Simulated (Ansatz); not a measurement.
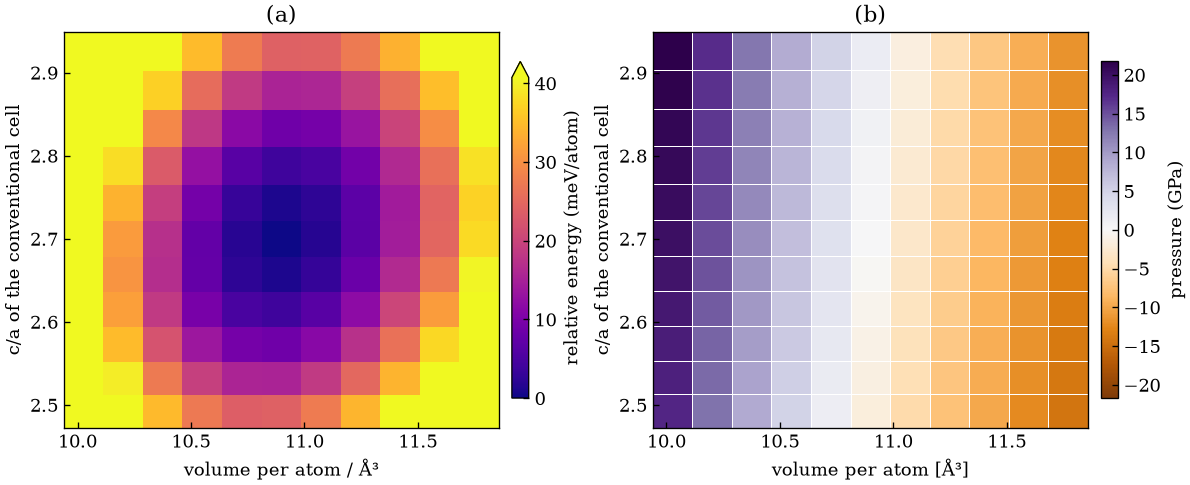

LiNbO3 (R3c, No. 161; 10 atoms in the cell). The energy is mapped over volume and the cell's shape. The first coordinate is: volume per atom; the second: c/a of the conventional cell. Nothing is relaxed (fractional coordinates fixed). The scan uses an 11 × 11 grid. Points are written as (first, second). All energies are given in meV/atom relative to the lowest grid point. The calculation used Ansatz, DFT PBE, scalar-relativistic, plane waves, PAW. Settings: cutoff 520 eV, k-mesh 6×6×6, gaussian smearing 0.05 eV, no spin polarisation.

Panel (a) is the energy and panel (b) the computed pressure on the same grid.

The picture shows one coloured cell a grid point, one colour for all values above the top of the scale.

How does the pressure vary over the map, and what is it at the lowest grid point?

It runs from −14.4 GPa at (11.770 Å³, 2.493) to 21.7 GPa at (10.027 Å³, 2.926). At the lowest grid point, (10.899 Å³, 2.701), it is 0.0 GPa. The pressure is minus the slope of the energy with volume, so it vanishes at the true minimum, which need not be a grid point.

PAW datasets: the set soft_1.
